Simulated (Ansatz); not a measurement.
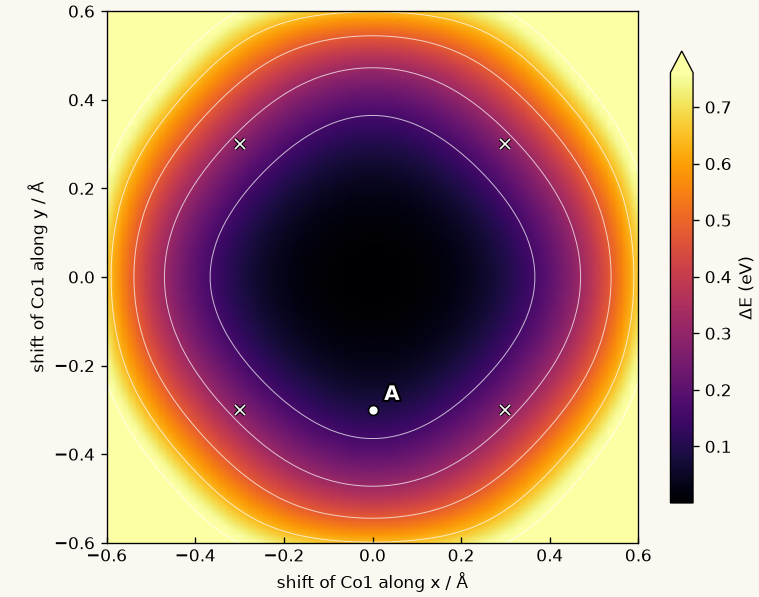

CoO (R-3m, No. 166; 2 atoms in the cell). Atom Co1 is moved over a plane while all other atoms and the cell stay fixed (its periodic images move with it) (x along [1 0 0], y along [1 2 0], z along [0 0 1] of the conventional cell). The first coordinate is: shift of Co1 along x; the second: shift of Co1 along y. Grid: 5 × 5 points; 8 points were computed and 13 follow by symmetry. At 4 points there is no value. All energies are given in eV per cell relative to the lowest grid point. The reference cell is the one listed in the database, not relaxed at this level. The calculation used Ansatz 0.2.0, DFT PBE, scalar-relativistic, plane waves, PAW. Settings: cutoff 420 eV, k-mesh 18×18×18, gaussian smearing 0.15 eV, spin-polarised.

In the figure: a smooth colour map with a few white contour lines, crosses at grid points without a value, one colour for all values above the top of the scale, the point A. Between grid points the surface is interpolated.

Q: Which way does the force act at A, and how strong is it?

A: A, at shift of Co1 along x = 0.0 Å, shift of Co1 along y = −0.3 Å, is not a stationary point. The computed force is 0.85 eV/Å in the plane, pointing up in the picture (components 0.00 and 0.85 eV/Å).
